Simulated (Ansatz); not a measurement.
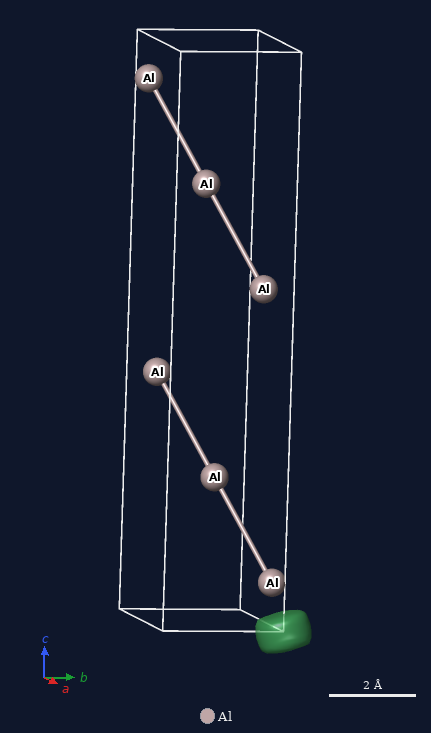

Figure 1: Al. Isosurface of the electron localisation function at 0.75 (green), seen slightly off an axis. Core shells and regions of very low density are left out. Sticks mark near contacts.

Space group P-1; not relaxed (largest force 1.6 eV/Å).

These are results of Ansatz, DFT LDA, scalar-relativistic, plane waves, PAW, not measurements.

In a PAW calculation such maps are meaningful between the atoms, not at the nuclei.

Input

```
crystal:
  lattice:
    - [2.02398, -2.02398, 0.0]
    - [2.02398, 0.0, -2.02398]
    - [9.10791, 7.75859, 7.42126]
  atoms:
    - { symbol: Al, position: [0.6527805556, 0.6388944444, 0.0833166667] }
    - { symbol: Al, position: [-0.152775, -0.30555, 0.91665] }
    - { symbol: Al, position: [0.2916694444, 0.2500055556, 0.2499833333] }
    - { symbol: Al, position: [0.5694472222, 0.4722277778, 0.5833166667] }
    - { symbol: Al, position: [-0.0694416667, -0.1388833333, 0.41665] }
    - { symbol: Al, position: [0.2083361111, 0.0833388889, 0.7499833333] }
basis:
  ecutwfc: 420
kpoints:
  mp_grid: { grid: [19, 19, 4] }
hamiltonian:
  xc: lda
scf:
  occupations: { method: gaussian, width: 0.15 }
output:
  forces: true
  stress: true
  eigenvalues: true
  write_density: true
  write_potential: true
  elf: true
  volumetric_format: npy
```

Command:

```sh
ansatz run input.yaml --threads 2 --pin off --max-ram 5120MiB --backend cpu --events-out ev --progress --plain --runs-dir out
```

Below, planes, directions and counts refer to the conventional cell (a = 2.86 Å, b = 2.86 Å, c = 14.08 Å, α = 86.11°, β = 85.14°, γ = 60.00°).

Describe the localisation domains.

The ELF exceeds this value in one region between bonded Al–Al atoms, counted in one cell of 6 atoms. Any copies at cell faces, edges or corners count once. Along the contacts the grid gives the following. Al–Al (2.39 Å): the ELF peaks at about 0.90 between the atoms.

Does the calculation give a band gap?

It is metallic or semimetallic at this level of theory: no gap opens.
